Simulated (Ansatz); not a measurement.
# Geometry relaxation, with input and output: Ti (part 2 of 2)

The same run, continued: Ti (P6₃/mmc, 6 atoms in the cell); DFT r2SCAN, scalar-relativistic, plane waves, PAW, no spin polarisation (Ansatz 0.2.0); cutoff 500 eV, 18×18×4 k-mesh, Gaussian smearing of 0.1 eV. The structure was built on a prototype by a generator; it need not be a known phase. It belongs to a series of runs on one base structure; here: stacking ABCACB.

Geometry of the input (Å; fractional positions):
```
2.9358  0.0000  0.0000
-1.4679  2.5425  0.0000
0.0000  0.0000  13.9102
Ti 0.0000  0.0000  0.0000
Ti 0.3333  0.6667  0.1667
Ti 0.6667  0.3333  0.3333
Ti 0.0000  0.0000  0.5000
Ti 0.6667  0.3333  0.6667
Ti 0.3333  0.6667  0.8333
```

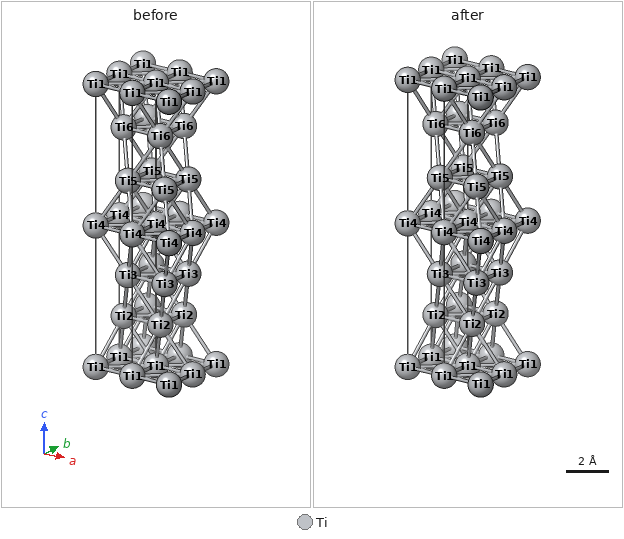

*Before (left) and after (right) the relaxation, at one scale (ball-and-stick view of the cell of the calculation, repeated 2 × 2 × 1, seen slightly off an axis).*

The largest moves relative to the cell, 0.010 Å, are those of Ti2, Ti3, Ti5 and Ti6. Cell: a = b 2.936 → 2.923 Å (−0.4 %), c 13.910 → 14.116 Å (+1.5 %). Volume +0.6 %. Among the contacts that change: Ti1–Ti2 2.872 → 2.903 Å, Ti1–Ti1 2.936 → 2.923 Å, Ti2–Ti3 2.872 → 2.879 Å. The space group stays P6_3/mmc (No. 194). After 3 geometry steps the energy has fallen by 2.0 meV per atom. Largest force component: 0.046 eV/Å at the start, 0.00028 eV/Å at the end. Pressure: 0.61 GPa at the start and −0.02 GPa at the end. A last SCF at the same geometry on a re-selected plane-wave basis shifts the energy by −0.1 meV per atom. (Atoms are counted from 1 in the order of the input.)

```
basis re-selected at this cell: Δ(F+E_penalty+E_count) = -3.499e-4 eV, ΔP = +0.003 GPa vs the last step (what re-selecting the basis moved, of the pressure what is left beyond the Pulay correction that the steps carried, after the strain that the cell walked since its last selection, with what the two solves' SCF thresholds leave and, on support functions, any second-order correction that the steps lacked; it is no measure of the basis error at this ecutwfc). This SCF's stress stands 2.84e-2 GPa from its target on what of the cell is left free (relax.cell.stress_tol is 5.00e-2 GPa) and its largest allowed force component is 2.78e-4 eV/Å (relax.f_tol is 1.00e-2 eV/Å): within both
SCF converged after 7 iterations
Free energy (F): -15025.905483 eV
Harris-Foulkes:  -15025.905483 eV  (|F-HF|=3.64e-12)
Internal energy: -15025.862630 eV  (E = F + TS)
E sigma→0 (E₀):  -15025.884057 eV
Entropy (-TS):   -0.042853 eV (-7.142 meV/atom)
Fermi energy:    13.247052 eV
--- Per-component energies (eV) ---
  E_band       = -1026.946513
  E_kinetic    = 1633.878526
  E_local      = -4862.517133  (includes V_loc(G=0)·N_el)
  E_nonlocal   = 43.404888
  E_hartree    = 1989.606814
  E_xc         = -556.702751
  E_vxc        = -795.826677  (∫ρ·V_xc dr)
  E_paw        = -6339.932869  (= ΣΔE_a)
  E_vpaw       = -1079.909822  (= ΣTr[D̂ρ^β])
  E_aug_tail   = 0.000519  (compensation charges beyond the density's cutoff)
  E_vtau       = 54.809637  (kinetic-family band-sum trace: ∫τ·v_τ [+ j·A + Jᵃ·Aᵃ] dr)
  E_ewald      = -6932.079882
  E_core_change = -1.520743  (= ΣΔE_core)
  E_smearing   = -0.042853  (= −TS)
  E_closure    = -0.000000  (closes the sum)
  Σ components = -15025.905483   (vs F -15025.905483, Δ=0.00e0)
--- Forces (eV/Å), atoms counted from 1 ---
  atom   1  Ti     0.00000000     0.00000000     0.00000000
  atom   2  Ti     0.00000000     0.00000000     0.00027836
  atom   3  Ti    -0.00000000    -0.00000000    -0.00027836
  atom   4  Ti    -0.00000000    -0.00000000    -0.00000000
  atom   5  Ti    -0.00000000    -0.00000000     0.00027836
  atom   6  Ti     0.00000000     0.00000000    -0.00027836
  max |Σ_I F_I| component: 6.65e-17 eV/Å
--- Stress (GPa, compression-positive) ---
       -0.028371       0.000000      -0.000000
        0.000000      -0.028371       0.000000
       -0.000000       0.000000       0.000295
  P = ⅓ Tr σ = -0.0188 GPa (-0.188 kbar)
--- Band table (eV; the first three rows and the last of 111) ---
  k-point 0: bands = ["-45.8887", "-45.8711", "-45.8320", "-45.7952", "-45.7607", "-45.7415", "-21.3879", "-21.2178", "-21.2137", "-20.8773", "-20.8441", "-20.7843", "-20.7843", "-20.7774", "-20.7774", "-20.7234", "-20.7234", "-20.7066", "-20.7066", "-20.6772", "-20.6729", "-20.6729", "-20.6630", "-20.6630", "6.7234", "7.6273", "7.6541", "9.6681", "9.6734", "10.5116", "13.1824", "13.2329", "13.6872", "13.7537", "13.8548", "14.1124", "14.1124", "14.2072", "14.2072", "14.2299", "14.2299", "14.2532", "14.2532", "14.2733"]
  k-point 1: bands = ["-45.8868", "-45.8749", "-45.8263", "-45.8014", "-45.7564", "-45.7435", "-21.3762", "-21.2874", "-21.1316", "-20.9492", "-20.7837", "-20.7834", "-20.7834", "-20.7786", "-20.7786", "-20.7211", "-20.7211", "-20.7094", "-20.7094", "-20.6898", "-20.6710", "-20.6710", "-20.6641", "-20.6641", "6.7836", "7.2515", "8.1109", "9.1726", "10.0696", "10.4706", "13.2245", "13.3133", "13.5293", "13.7048", "13.9682", "14.1067", "14.1067", "14.1638", "14.1638", "14.2352", "14.2457", "14.2457", "14.3324", "14.3324"]
  k-point 2: bands = ["-45.8817", "-45.8817", "-45.8140", "-45.8140", "-45.7490", "-45.7490", "-21.3420", "-21.3420", "-21.0406", "-21.0406", "-20.7811", "-20.7811", "-20.7811", "-20.7811", "-20.7263", "-20.7263", "-20.7154", "-20.7154", "-20.7154", "-20.7154", "-20.6672", "-20.6672", "-20.6672", "-20.6672", "6.9619", "6.9619", "8.6346", "8.6346", "10.3333", "10.3333", "13.3499", "13.3499", "13.5065", "13.5065", "14.1183", "14.1183", "14.1183", "14.1183", "14.1269", "14.1269", "14.3208", "14.3208", "14.3208", "14.3208"]
  k-point 110: bands = ["-45.7628", "-45.7628", "-45.7068", "-45.7068", "-45.7068", "-45.7068", "-21.2169", "-21.2169", "-21.1805", "-21.1805", "-21.1732", "-21.1732", "-21.0705", "-21.0705", "-21.0540", "-21.0540", "-21.0367", "-21.0367", "-20.8642", "-20.8642", "-20.8510", "-20.8510", "-20.8185", "-20.8185", "11.8789", "11.8789", "11.9368", "11.9368", "11.9525", "11.9525", "11.9766", "11.9766", "12.0539", "12.0539", "12.2056", "12.2056", "13.1160", "13.1160", "13.2522", "13.2522", "13.4780", "13.4780", "15.0686", "15.0686"]
--- Relaxed structure (4 steps of the walk, 4 accepted, 1 SCFs on fresh bases) ---
  F+E_penalty+E_count = -15025.90548331 eV   max|allowed force component| = 2.784e-4 eV/Å   (the final SCF, on the basis selected at the relaxed cell)
  cell:  # Å, volume = 104.4434 Å³
    - [2.9229095895294486, 2.8740544413868213e-11, 5.658484118581066e-19]
    - [-1.4614547947896144, 2.5313139574832784, -2.829242059338713e-19]
    - [2.681040947567903e-18, 3.419928994882951e-33, 14.116256804067051]
  atoms:
    - { symbol: Ti, position: [4.683083139547216e-33, -9.521301162626346e-33, 2.0135283132184808e-20] }
    - { symbol: Ti, position: [0.33333333333333326, 0.6666666666666666, 0.16735994242723443] }
    - { symbol: Ti, position: [0.6666666666666666, 0.33333333333333337, 0.33264005757276555] }
    - { symbol: Ti, position: [-3.0814879110195774e-33, 9.315093977209891e-33, 0.5] }
    - { symbol: Ti, position: [0.6666666666666666, 0.33333333333333337, 0.6673599424272344] }
    - { symbol: Ti, position: [0.33333333333333326, 0.6666666666666666, 0.8326400575727655] }
--- Löwdin populations: 6 sites ---
  site symbol       q [e]
     0     Ti     11.8400
     1     Ti     11.8282
     2     Ti     11.8282
     3     Ti     11.8400
     4     Ti     11.8282
     5     Ti     11.8282
  spilling = 0.013989 (of n_electrons = 72.000000)
```

File populations.tsv:
```
# site	symbol	l	j	q
# orbitals = lowdin
# n_electrons = 72.000000
# spilling = 0.013989
0	Ti	0_3S	-	1.926433
0	Ti	0_4S	-	0.945984
0	Ti	1_3P	-	5.989477
0	Ti	2_3D	-	2.978140
1	Ti	0_3S	-	1.925310
1	Ti	0_4S	-	0.945598
1	Ti	1_3P	-	5.988810
1	Ti	2_3D	-	2.968463
2	Ti	0_3S	-	1.925310
2	Ti	0_4S	-	0.945598
2	Ti	1_3P	-	5.988810
2	Ti	2_3D	-	2.968463
3	Ti	0_3S	-	1.926433
3	Ti	0_4S	-	0.945984
3	Ti	1_3P	-	5.989477
3	Ti	2_3D	-	2.978140
4	Ti	0_3S	-	1.925310
4	Ti	0_4S	-	0.945598
4	Ti	1_3P	-	5.988810
4	Ti	2_3D	-	2.968463
5	Ti	0_3S	-	1.925310
5	Ti	0_4S	-	0.945598
5	Ti	1_3P	-	5.988810
5	Ti	2_3D	-	2.968463
```

Trajectory as extended XYZ (Å, eV, eV/Å), 5 frames, from step=1 to step=5:
```
6
Lattice="2.9358 0.0000 0.0000 -1.4679 2.5425 0.0000 0.0000 0.0000 13.9102" Properties=species:S:1:pos:R:3:forces:R:3 step=1 energy=-15025.89318 pressure_GPa=0.61
Ti    0.0000    0.0000    0.0000    0.0000   0.0000   0.0000
Ti    0.0000    1.6950    2.3184    0.0000   0.0000   0.0457
Ti    1.4679    0.8475    4.6367    0.0000   0.0000  -0.0457
Ti    0.0000    0.0000    6.9551    0.0000   0.0000   0.0000
Ti    1.4679    0.8475    9.2735    0.0000   0.0000   0.0457
Ti    0.0000    1.6950   11.5918    0.0000   0.0000  -0.0457
6
Lattice="2.9202 0.0000 0.0000 -1.4601 2.5289 0.0000 0.0000 0.0000 14.1974" Properties=species:S:1:pos:R:3:forces:R:3 step=2 energy=-15025.90308 pressure_GPa=-0.44
Ti    0.0000    0.0000    0.0000    0.0000   0.0000   0.0000
Ti    0.0000    1.6860    2.3751    0.0000   0.0000   0.0146
Ti    1.4601    0.8430    4.7236    0.0000   0.0000  -0.0146
Ti    0.0000    0.0000    7.0987    0.0000   0.0000   0.0000
Ti    1.4601    0.8430    9.4738    0.0000   0.0000   0.0146
Ti    0.0000    1.6860   11.8224    0.0000   0.0000  -0.0146
6
Lattice="2.9217 0.0000 0.0000 -1.4608 2.5303 0.0000 0.0000 0.0000 14.1199" Properties=species:S:1:pos:R:3:forces:R:3 step=3 energy=-15025.90515 pressure_GPa=0.05
Ti    0.0000    0.0000    0.0000    0.0000   0.0000   0.0000
Ti    0.0000    1.6868    2.3625    0.0000   0.0000   0.0053
Ti    1.4608    0.8434    4.6974    0.0000   0.0000  -0.0053
Ti    0.0000    0.0000    7.0600    0.0000   0.0000   0.0000
Ti    1.4608    0.8434    9.4225    0.0000   0.0000   0.0053
Ti    0.0000    1.6868   11.7574    0.0000   0.0000  -0.0053
6
Lattice="2.9229 0.0000 0.0000 -1.4615 2.5313 0.0000 0.0000 0.0000 14.1163" Properties=species:S:1:pos:R:3:forces:R:3 step=4 energy=-15025.90513 pressure_GPa=-0.02
Ti    0.0000    0.0000    0.0000    0.0000   0.0000   0.0000
Ti    0.0000    1.6875    2.3625    0.0000   0.0000   0.0003
Ti    1.4615    0.8438    4.6956    0.0000   0.0000  -0.0003
Ti    0.0000    0.0000    7.0581    0.0000   0.0000   0.0000
Ti    1.4615    0.8438    9.4206    0.0000   0.0000   0.0003
Ti    0.0000    1.6875   11.7538    0.0000   0.0000  -0.0003
6
Lattice="2.9229 0.0000 0.0000 -1.4615 2.5313 0.0000 0.0000 0.0000 14.1163" Properties=species:S:1:pos:R:3:forces:R:3 step=5 energy=-15025.90548 pressure_GPa=-0.02
Ti    0.0000    0.0000    0.0000    0.0000   0.0000   0.0000
Ti    0.0000    1.6875    2.3625    0.0000   0.0000   0.0003
Ti    1.4615    0.8438    4.6956    0.0000   0.0000  -0.0003
Ti    0.0000    0.0000    7.0581    0.0000   0.0000   0.0000
Ti    1.4615    0.8438    9.4206    0.0000   0.0000   0.0003
Ti    0.0000    1.6875   11.7538    0.0000   0.0000  -0.0003
```

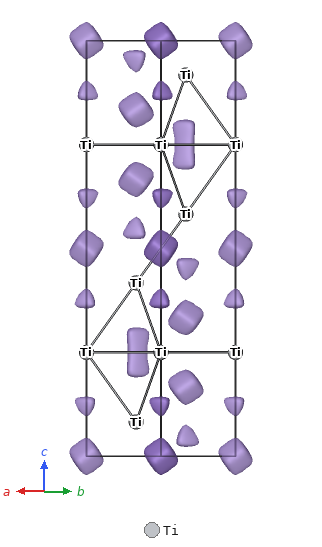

*Isosurface of the ELF at 0.6 (purple), seen along [110]. Only the valence region is drawn (cores and ρ < 0.01 e/Å³ removed). Sticks mark near contacts. The outline is the cell set on symmetry axes.*

Values along the shortest contacts: Ti–Ti (2.88 Å): the ELF is about 0.25 at the midpoint (no localised pair between them). Ti–Ti (2.92 Å): the ELF is about 0.25 at the midpoint (no localised pair between them). Core electrons are frozen (PAW), so the fields are smoothed inside the atomic spheres.

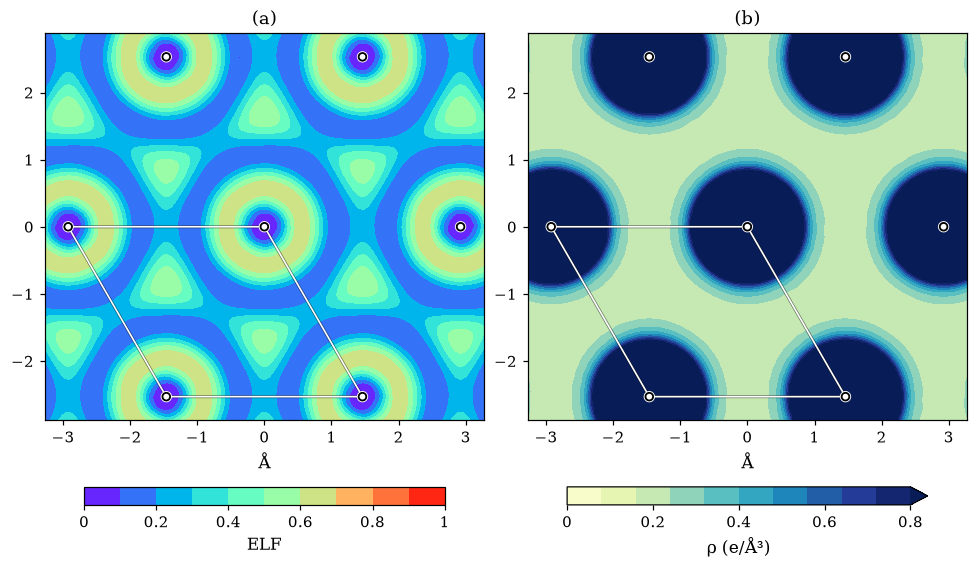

*(a) electron localisation function; (b) valence charge density (pseudo) on the (001) plane of the conventional cell. Circles mark the nuclei in the plane (Ti).*

The section cuts through Ti sites. Ti–Ti (2.92 Å): the density is about 0.19 e/Å³ at the midpoint; the ELF is about 0.25 at the midpoint; no shared electron pair. Away from the nuclei the density in this plane falls to 0.19 e/Å³ at its lowest. The strong features right at Ti lie inside the PAW spheres (semicore, d or f shells) and say nothing about bonding.
